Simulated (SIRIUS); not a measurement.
## Energy of GaAs along an even scaling of the cell

System: GaAs (2 atoms in the cell).
Method: Kohn-Sham DFT of a periodic cell, PBEsol, dojo-sr-pbesol-0.4.1-standard, no spin polarisation (SIRIUS 7.12.0).

The 7 runs differ only in the geometry, by an even scaling of the cell at fixed fractional positions. The structure derives from an entry of the Crystallography Open Database.

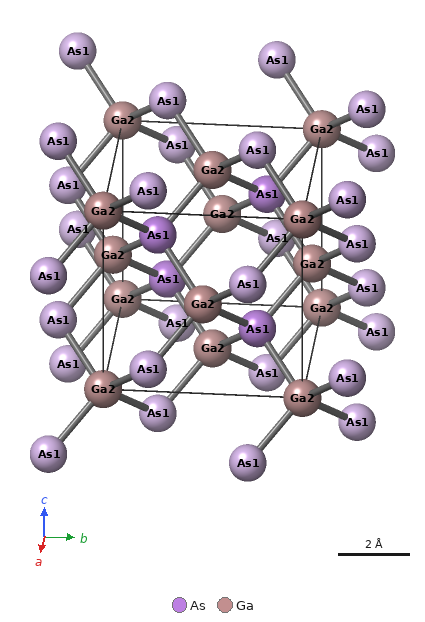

Figure 1. The structure of run 4 (ball-and-stick view of the cell 4 times as large as that of the calculation, set on its symmetry axes, seen at an oblique angle; neighbours outside the cell are drawn fainter; atoms are numbered from 1 in the order of the input). An atom can appear more than once, as a periodic image.

**Input of run 4**
```
{
  "control": {
    "processing_unit": "cpu",
    "verbosity": 2,
    "num_bands_to_print": 22,
    "print_forces": true,
    "print_stress": true
  },
  "parameters": {
    "electronic_structure_method": "pseudopotential",
    "xc_functionals": ["XC_GGA_X_PBE_SOL", "XC_GGA_C_PBE_SOL"],
    "gk_cutoff": 9.2,
    "pw_cutoff": 18.4,
    "ngridk": [8, 8, 8],
    "shiftk": [0, 0, 0],
    "smearing": "fermi_dirac",
    "smearing_width": 0.0018374661,
    "num_bands": 22,
    "num_mag_dims": 0,
    "num_dft_iter": 100,
    "energy_tol": 1e-08,
    "density_tol": 1e-06
  },
  "iterative_solver": {
    "type": "davidson",
    "min_tolerance": 1e-10
  },
  "mixer": {
    "type": "anderson",
    "beta": 0.7,
    "max_history": 8
  },
  "settings": {
    "tol_ne": 1e-10,
    "pseudo_grid_cutoff": 6.5
  },
  "unit_cell": {
    "lattice_vectors": [
      [0.0, 5.341972295398, 5.341972295398],
      [5.341972295398, 0.0, 5.341972295398],
      [5.341972295398, 5.341972295398, 0.0]
    ],
    "atom_coordinate_units": "lattice",
    "atom_types": ["As", "Ga"],
    "atom_files": {
      "Ga": "Ga.json",
      "As": "As.json"
    },
    "atoms": {
      "As": [
        [0.75, 0.75, 0.75]
      ],
      "Ga": [
        [0.0, 0.0, 0.0]
      ]
    }
  }
}
```

Command:
```bash
upf_to_json Ga.upf
upf_to_json As.upf
OMP_NUM_THREADS=1 sirius.scf --input=sirius.json --output=out.json --task=0
```

Lattice vectors (Å) and fractional positions of run 4:
```
   0.000000    2.826850    2.826850
   2.826850    0.000000    2.826850
   2.826850    2.826850    0.000000
As  0.750000  0.750000  0.750000
Ga  0.000000  0.000000  0.000000
```

Run 5 differs from it as follows:
```diff
-      [0.0, 5.341972295398, 5.341972295398],
-      [5.341972295398, 0.0, 5.341972295398],
-      [5.341972295398, 5.341972295398, 0.0]
+      [0.0, 5.377350626351, 5.377350626351],
+      [5.377350626351, 0.0, 5.377350626351],
+      [5.377350626351, 5.377350626351, 0.0]
```

**Results, with one run withheld**

```csv
run,volume per atom (Å³),"free energy per atom, from the lowest run given (meV)",pressure (GPa),gap on the mesh (eV)
1,21.234,22.39,5.30,0.91
2,21.686,10.12,3.43,0.75
3,22.138,2.83,1.76,0.59
4,22.590,0.00,0.26,0.44
5,23.041,?,?,?
6,23.493,5.83,−2.24,0.15
7,23.945,13.60,−3.27,0.02
```

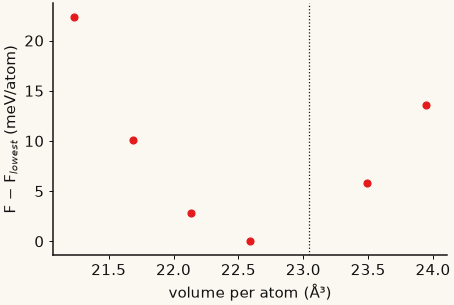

Figure 2. Free energy per atom of the runs given; the dotted line marks run 5.

Fit the runs given and predict run 5.

A cubic polynomial in V^(−2/3) (the Birch–Murnaghan form), fitted to the 6 runs given, misses them by at most 0.02 meV per atom. With x = V^(−2/3) − 0.12554 Å⁻², it reads F = 0.31175 + 1022.7 x + 7.0868e+05 x² + 2.5356e+06 x³ (meV per atom). At run 5 it gives 1.15 meV per atom, and the run itself gives 1.15. The slope of the fit gives a pressure −dF/dV of −1.05 GPa there, and the run prints −1.07 GPa. The fit has its minimum at 22.678 Å³ per atom, where V d²F/dV² gives 68.8 GPa: the bulk modulus at this level, since symmetry fixes the shape and the positions. The gap on the mesh goes, without turning, from 0.91 eV in run 1 to 0.02 eV in run 7; run 5 has 0.30 eV. These are gaps of this functional on this mesh, which can miss the band edges; they aren't the measured gap.

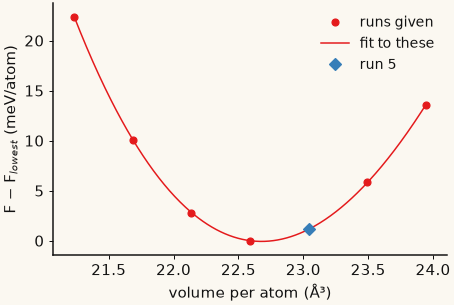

Figure 3. The fit and the withheld run.

**Some lines of the output (run 5)**
```
[...]
[find] Free energy (E-TS)             :    -182.30724024 (Ha),    -364.61448048 (Ry)
[find] band gap (eV)                  :       0.29526708
[find] Efermi                         :       0.31483854
[find] Total energy                   :    -182.30723500 (Ha),    -364.61447001 (Ry)
[find] Free energy (E-TS)             :    -182.30724025 (Ha),    -364.61448051 (Ry)
[find] band gap (eV)                  :       0.29528217
[find] Efermi                         :       0.31483800
[find] Total energy                   :    -182.30723501 (Ha),    -364.61447002 (Ry)
[find] Free energy (E-TS)             :    -182.30724026 (Ha),    -364.61448051 (Ry)
[find] band gap (eV)                  :       0.29526916
[find] Efermi                         :       0.31483785
[find] Free energy (E-TS)             :    -182.30724026 (Ha),    -364.61448052 (Ry)
[find] band gap (eV)                  :       0.29527409
[find] Efermi                         :       0.31483814
```
